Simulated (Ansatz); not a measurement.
The compound is TaS₂ (space group P-3m1, No. 164), taken as the geometry relaxed with Ansatz 0.2.0, DFT PBEsol, scalar-relativistic, plane waves, PAW.

```cif
data_structure
_symmetry_space_group_name_H-M 'P-3m1'
_symmetry_Int_Tables_number 164
_cell_length_a 3.3189
_cell_length_b 3.3189
_cell_length_c 5.9325
_cell_angle_alpha 90.000
_cell_angle_beta 90.000
_cell_angle_gamma 120.000
_cell_volume 56.59
loop_
_atom_site_label
_atom_site_type_symbol
_atom_site_symmetry_multiplicity
_atom_site_Wyckoff_symbol
_atom_site_fract_x
_atom_site_fract_y
_atom_site_fract_z
_atom_site_occupancy
Ta1 Ta 1 a 0.00000 0.00000 0.00000 1
S1 S 2 d 0.33333 0.66667 0.25959 1
```

Bonds are taken as S–Ta below 2.8 Å. Simplification: prune 0- and 1-connected atoms, fold 2-connected ones into links.

What net does this leave?

The result is a binodal (3,6)-connected, two-periodic (layers) net: S is a 3-connected node; Ta is a 6-connected node, in the ratio 2:1. It is the kgd net, known from the layers of CdI2 (1T type). The layers lie parallel to (001).

```csv
node,links,point symbol,coordination sequence
S,3,4³,3 12 9 24 15 36 21 48 27 60
Ta,6,4⁶·6⁶·8³,6 6 18 12 30 18 42 24 54 30
```

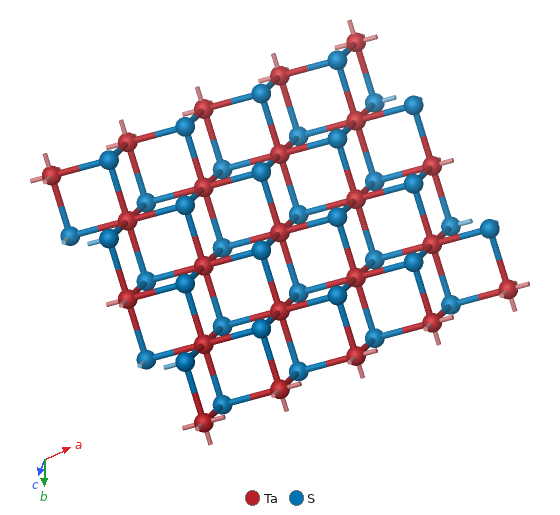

Nodes are coloured by element. One layer is drawn. Short stubs are edges that leave the cut-out.
